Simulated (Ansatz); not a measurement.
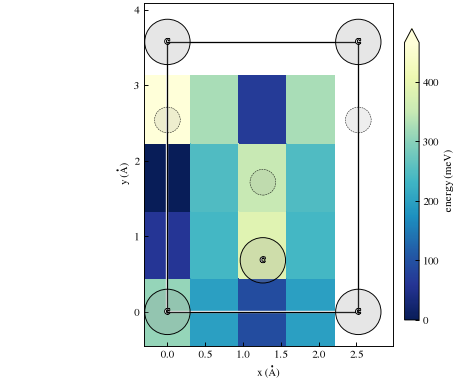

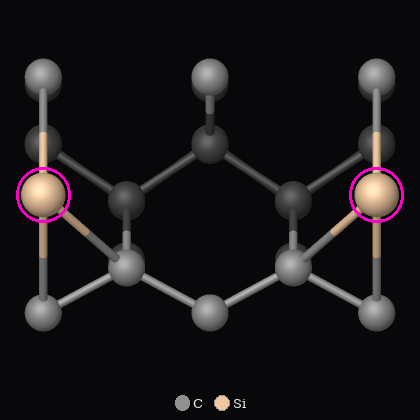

Energy landscape of Si on a C(110) slab cut from the Fd-3m phase, its upper half relaxed before the scan (20 atoms of substrate and one adsorbate in a 2 × 1 cell). 
- Si is moved over the surface cell; relaxed at each place: the height of the adsorbate's atoms; substrate rigid; the origin of the map has the adsorbate above C17.
- Places are given modulo a cell vector. The map is drawn in real space over the plane of the surface.
- The grid has 4 × 4 points; 12 points were computed and 4 follow by symmetry.
- Places are given in fractions of the 1 × 1 surface cell.
- All energies are given in meV relative to the lowest grid point.
- Method: DFT PBE, scalar-relativistic, plane waves, PAW (Ansatz). Settings: cutoff 420 eV, k-mesh 5×8×1, gaussian smearing 0.05 eV, spin-polarised.

Drawn: one coloured cell a grid point, labelled circles for the atoms of the top layer and small ones for the second layer, the outline of one cell of the plane, one colour for all values above the top of the scale. The second picture is the structure at the lowest point; rings mark the moved atoms.

### What does the map say about the system?

The lowest grid point is at (0/4, 2/4) of the cell vectors [nearest 2 C at 2.21 Å]. The highest grid point, (0/4, 3/4) of the cell vectors [nearest 1 C at 1.96 Å], lies 466 meV above the lowest. At the lowest point the adsorbate has 2 C at 2.21 Å as nearest neighbours, at the highest 1 C at 1.96 Å. Its relaxed height above the top atom is 1.44 Å at the lowest and 1.74 Å at the highest point.

The input of one point:

```yaml
crystal:
  lattice:
    - [5.0509324483, 0.0, 0.0]
    - [0.0, 3.5715485855, 0.0]
    - [0.0, 0.0, 20.379041219]
  atoms:
    - { symbol: C, position: [0.25, 0.0, 0.1962800878] }
    - { symbol: C, position: [0.75, 0.0, 0.1962800878] }
    - { symbol: C, position: [0.0, 0.25, 0.1962800878] }
    - { symbol: C, position: [0.5, 0.25, 0.1962800878] }
    - { symbol: C, position: [0.0, 0.5, 0.2582424293] }
    - { symbol: C, position: [0.5, 0.5, 0.2582424293] }
    - { symbol: C, position: [0.25, 0.75, 0.2582424293] }
    - { symbol: C, position: [0.75, 0.75, 0.2582424293] }
    - { symbol: C, position: [0.25, 0.00246402, 0.319914916] }
    - { symbol: C, position: [0.75, 0.00246402, 0.319914916] }
    - { symbol: C, position: [0.0, 0.24753598, 0.319914916] }
    - { symbol: C, position: [0.5, 0.24753598, 0.319914916] }
    - { symbol: C, position: [0.0, 0.5097084338, 0.3835991965] }
    - { symbol: C, position: [0.5, 0.5097084338, 0.3835991965] }
    - { symbol: C, position: [0.25, 0.7402915662, 0.3835991965] }
    - { symbol: C, position: [0.75, 0.7402915662, 0.3835991965] }
    - { symbol: C, position: [0.25, 0.0294931932, 0.4356947475] }
    - { symbol: C, position: [0.75, 0.0294931932, 0.4356947475] }
    - { symbol: C, position: [0.0, 0.2205068068, 0.4356947475] }
    - { symbol: C, position: [0.5, 0.2205068068, 0.4356947475] }
    - { symbol: Si, position: [0.25, 0.5294931932, 0.4777551396], spin: 2.0 }
basis:
  ecutwfc: 420
kpoints:
  mp_grid: { grid: [5, 8, 1] }
hamiltonian:
  xc: pbe
  pseudopotentials: { kind: paw, azcp: { folder: soft_1 } }
scf:
  occupations: { method: gaussian, width: 0.05 }
output:
  forces: true
  eigenvalues: true
  populations: true
magnetization:
  spin_polarized: true
relax:
  adjacent_minimum: "off"
  f_tol: 0.025
  max_steps: 16
  constraints:
    - { sites: [0, 1, 2, 3, 4, 5, 6, 7, 8, 9, 10, 11, 12, 13, 14, 15, 16, 17, 18, 19] }
    - { sites: [20], fix: xy }
efield:
  axis: 3
  dipole_correction: true
  ramp_width: 0.04
```

The whole map (12 points run) took 79 min on 2 threads of Arm Neoverse V1, on a shared host.
